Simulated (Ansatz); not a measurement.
Consider HC₃₂ (cell with a defect).

Input

```
crystal:
  lattice:
    - [0.0, 0.0, 7.134852261]
    - [1.232369048, 6.4035774147, 3.5674261305]
    - [-6.1618452403, 2.1345258048, 3.5674261305]
  atoms:
    - { symbol: C, position: [0.0, 0.3333333333, 0.6666666667] }
    - { symbol: C, position: [0.5, 0.3333333333, 0.6666666667] }
    - { symbol: C, position: [0.25, 0.5833333333, 0.9166666667] }
    - { symbol: C, position: [0.75, 0.5833333333, 0.9166666667] }
    - { symbol: C, position: [0.875, 0.2083333333, 0.0416666667] }
    - { symbol: C, position: [0.375, 0.2083333333, 0.0416666667] }
    - { symbol: C, position: [0.125, 0.4583333333, 0.2916666667] }
    - { symbol: C, position: [0.625, 0.4583333333, 0.2916666667] }
    - { symbol: C, position: [0.875, 0.7083333333, 0.5416666667] }
    - { symbol: C, position: [0.375, 0.7083333333, 0.5416666667] }
    - { symbol: C, position: [0.125, 0.9583333333, 0.7916666667] }
    - { symbol: C, position: [0.625, 0.9583333333, 0.7916666667] }
    - { symbol: C, position: [0.0, 0.8333333333, 0.1666666667] }
    - { symbol: C, position: [0.5, 0.8333333333, 0.1666666667] }
    - { symbol: C, position: [0.25, 0.0833333333, 0.4166666667] }
    - { symbol: C, position: [0.75, 0.0833333333, 0.4166666667] }
    - { symbol: C, position: [0.125, 0.2916666667, 0.4583333333] }
    - { symbol: C, position: [0.625, 0.2916666667, 0.4583333333] }
    - { symbol: C, position: [0.375, 0.5416666667, 0.7083333333] }
    - { symbol: C, position: [0.875, 0.5416666667, 0.7083333333] }
    - { symbol: C, position: [1.0, 0.1666666667, 0.8333333333] }
    - { symbol: C, position: [0.5, 0.1666666667, 0.8333333333] }
    - { symbol: C, position: [0.25, 0.4166666667, 0.0833333333] }
    - { symbol: C, position: [0.75, 0.4166666667, 0.0833333333] }
    - { symbol: C, position: [0.0, 0.6666666667, 0.3333333333] }
    - { symbol: C, position: [0.5, 0.6666666667, 0.3333333333] }
    - { symbol: C, position: [0.25, 0.9166666667, 0.5833333333] }
    - { symbol: C, position: [0.75, 0.9166666667, 0.5833333333] }
    - { symbol: C, position: [0.125, 0.7916666667, 0.9583333333] }
    - { symbol: C, position: [0.625, 0.7916666667, 0.9583333333] }
    - { symbol: C, position: [0.375, 0.0416666667, 0.2083333333] }
    - { symbol: C, position: [0.875, 0.0416666667, 0.2083333333] }
    - { symbol: H, position: [0.274358654, -0.0045590211, -0.0187262336] }
basis:
  ecutwfc: 420
  xc_grid: 2
kpoints:
  mp_grid: { grid: [4, 4, 4], shift: [0.0, 0.0, 0.0] }
hamiltonian:
  xc: pbe
  dispersion: d3bj
scf:
  occupations: { method: gaussian, width: 0.1 }
output:
  forces: true
  stress: false
  eigenvalues: true
  write_density: true
  write_potential: true
  elf: true
  volumetric_format: npy
relax:
  adjacent_minimum: "off"
  f_tol: 0.02
  max_steps: 60
```

Run with:

```sh
ansatz run input.yaml --threads 4 --pin off --max-ram 8192MiB --backend cpu --events-out ev --progress --plain --runs-dir out
```

The fields are those of the run's last geometry, not of the input's.

Computed without spin polarisation.

Method: Ansatz, DFT PBE+D3(BJ), scalar-relativistic, plane waves, PAW.

### What will maps of the valence pseudo-density and electron localisation function show?

C–H (1.13 Å): the density is about 1.8 e/Å³ at the midpoint; the ELF climbs to about 1 towards the hydrogen, as it does in any bond to H: a covalent bond by its length.

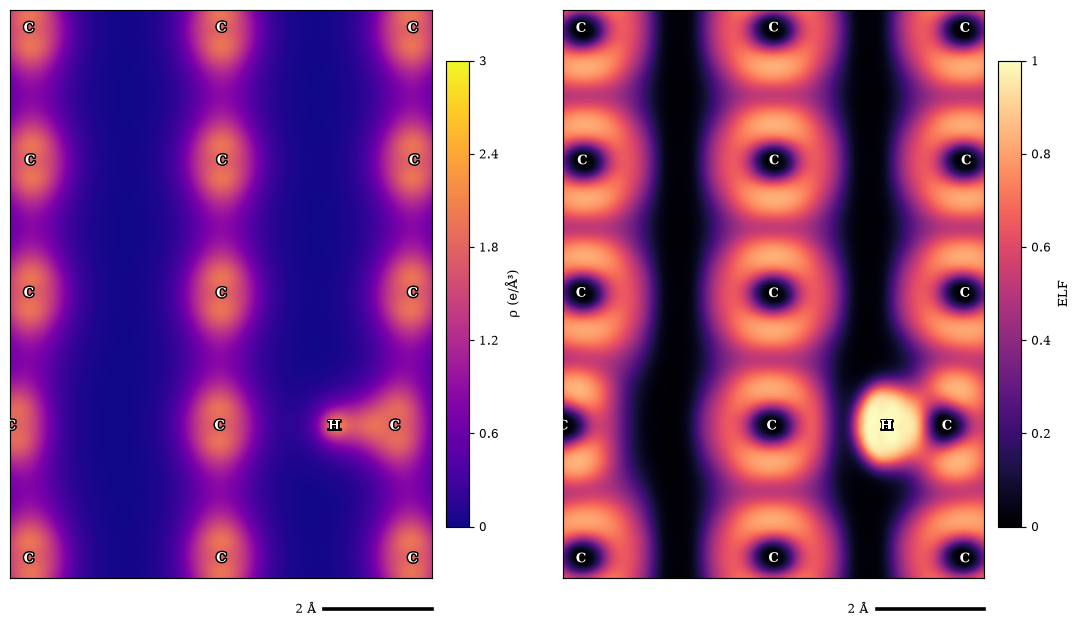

Computed valence pseudo-density and electron localisation function on the (011̄) plane of the calculation cell, in this order. Atoms just off the plane (C, 0.7 Å away) can leave unmarked features too.

The density is the valence pseudo-density of a PAW calculation; it isn't the true density close to the nuclei.
